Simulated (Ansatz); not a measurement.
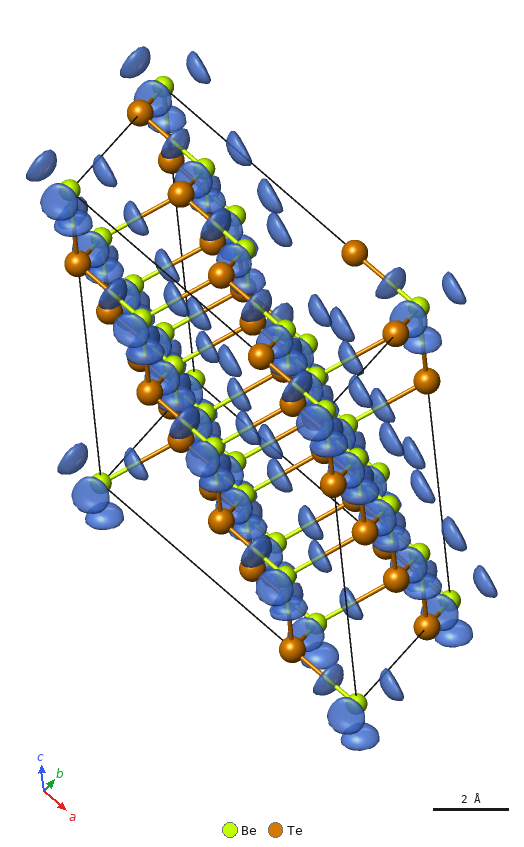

Be$_{15}$Te$_{16}$ (cell with a defect). Isosurface of the electron localisation function at 0.8 (blue), seen slightly off an axis. Only the valence region is drawn (cores and ρ < 0.01 e/Å³ removed). Sticks mark near contacts.

Spin-polarised.

Level of theory: Ansatz 0.2.0, DFT PBEsol, scalar-relativistic, plane waves, PAW.

Where are the electrons localised?

Answer. The surface consists of 60 regions between bonded Be–Te atoms, counted in one cell of 31 atoms. Regions shared between cells count once. Profiles from the grid: Be–Te (2.42 Å): the ELF peaks at about 0.90 between the atoms.

Does the calculation give a band gap?

Answer. It is gapless in this calculation (a metal or semimetal).
